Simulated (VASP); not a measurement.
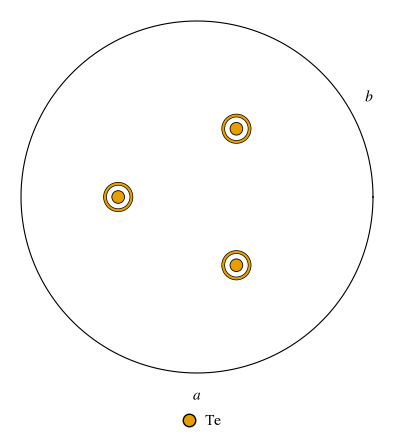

Crystal: Te2Mo, the end point of a relaxation with VASP 6.6.1, VASP Kohn-Sham DFT of a periodic cell, PBE with D3, VASP PAW PBE potentials, recommended. Directions from one molybdenum atom at (2/3, 1/3, 3/4) to its bonded neighbours, in stereographic projection down c (filled: above the plane of the page or in it, open: below). Geometry calculated from the standardised cell; symmetry tolerance 0.002 Å.

Neighbours are counted up to 3.49 Å for Te.

```
CELL_PARAMETERS angstrom
3.51787 0.00000 0.00000
-1.75894 3.04657 0.00000
0.00000 0.00000 14.03097
ATOMIC_POSITIONS crystal
Te 0.66667 0.33333 0.37923
Te 0.33333 0.66667 0.87923
Te 0.66667 0.33333 0.12077
Te 0.33333 0.66667 0.62077
Mo 0.66667 0.33333 0.75000
Mo 0.33333 0.66667 0.25000
```

**How many neighbours are there, and at what angles?**

6: 6 Te at 2.72 Å. Angles between bonds: 80° (6×), 84° (3×), 136° (6×).

**What is the site's symmetry in the crystal?**

Point group -6m2 (D3h), order 12: one −6 axis, three twofold axes, four mirror planes. In No. 194, P6₃/mmc this is Wyckoff position 2c.
